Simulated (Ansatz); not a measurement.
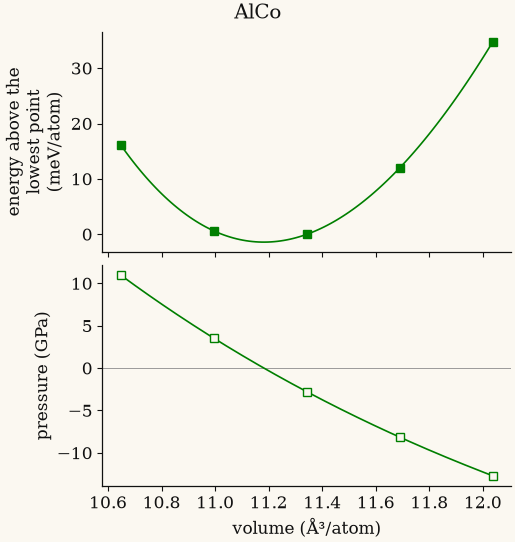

The plot gives the computed energy above the lowest point and pressure against volume for AlCo, space group Pm-3m (No. 221) (one of a set of cubic test structures, which need not be the stable phase).

How it was computed, with Ansatz 0.2.0 development build: equation of state of a cubic crystal from periodic Kohn-Sham density functional theory without spin, third-order Birch-Murnaghan fit to the free energies; pressure corrected for the finite basis. Level: HSE06.

structure type CsCl; atoms in cell 2; space group number 221; lattice centring simple cubic; k mesh 4×4×4; occupation method Fermi–Dirac; occupation width 0.1 eV; wave cutoff 900 eV; datasets hand-made PAW; density tolerance 0 eV; bands 18; density cutoff ratio 4; search for lower states default; exchange singularity regularized.

Give the fitted equation-of-state parameters.

A third-order Birch–Murnaghan fit gives V0 = 11.18 Å³/atom, B0 = 202 GPa and B′ = 4.2.

How does the pressure vary with volume?

It falls from 10.9 GPa at volume 10.65 Å³/atom to −12.7 GPa at 12.04 Å³/atom, and changes sign near 11.19 Å³/atom.

Limits of the calculation: coarse k-mesh, values are not converged in k; run without spin, though Co often carries a moment.

The computed values:

```tsv
volume (Å³/atom)	energy above the lowest point (meV/atom)	pressure (GPa)
10.65	16.0	10.9
11.00	0.6	3.5
11.34	0.0	-2.8
11.69	12.0	-8.2
12.04	34.8	-12.7
```
